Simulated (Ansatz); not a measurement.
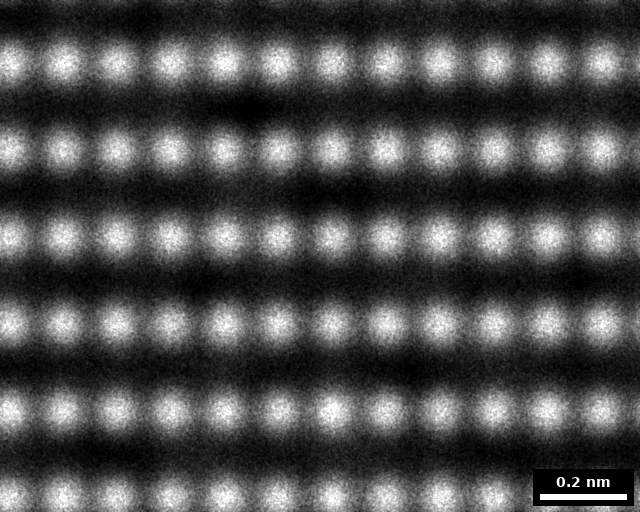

Dark-field STEM-like image of Co (P6_3/mmc, No. 194) along [210]. Simulation: incoherent imaging, intensity Z^1.7 per atom, probe width 0.82 Å, thin sample. Shot noise and the speckle of an amorphous layer were added. Structure: a calculation's starting geometry; the starting structure was generated, so it need not be a known form of this composition.

### What can be read from this image?

The columns repeat on a rectangular net of 1.27 × 2.05 Å (plane group p2mm). All columns are alike (Co). The shortest distance between visible columns is 1.27 Å in projection. Along the beam the structure repeats every 4.39 Å.
